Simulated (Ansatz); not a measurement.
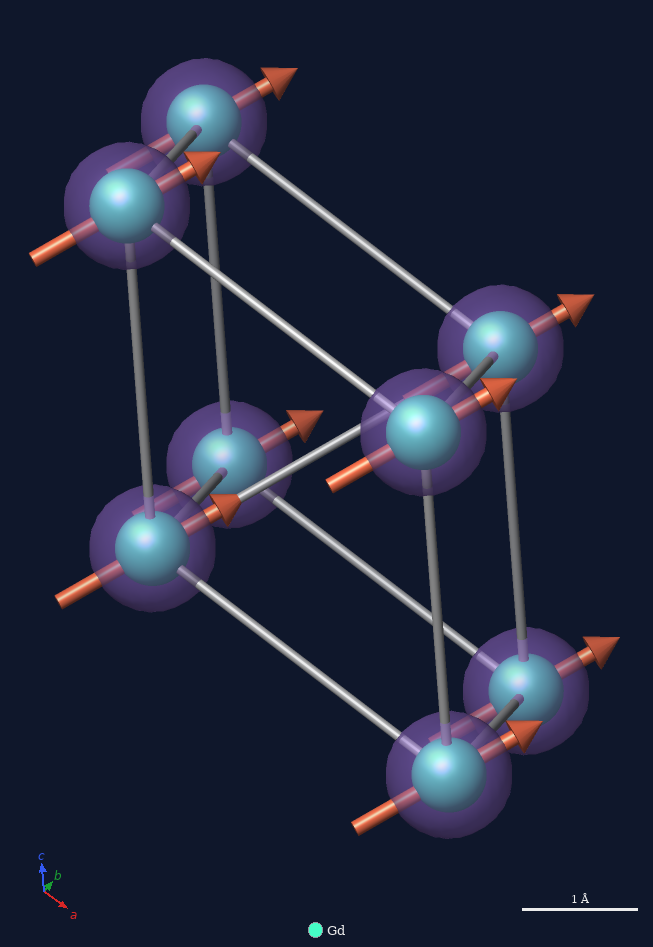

Gd. Isosurface of the size of the magnetisation density at 3 e/Å³ (purple), with the spin moments of the magnetic sites as arrows; seen slightly off an axis.

Space group Im-3m.

Theory: DFT, PBE, PAW with Ansatz's default frozen-core files, fully relativistic files with spin-orbit coupling in Ansatz 0.2.0.

### How are the spin moments arranged, and how large are they?

Spin moments: Gd 6.8 μB. There is one magnetic site in the cell, along [1 1 1] of the cell.
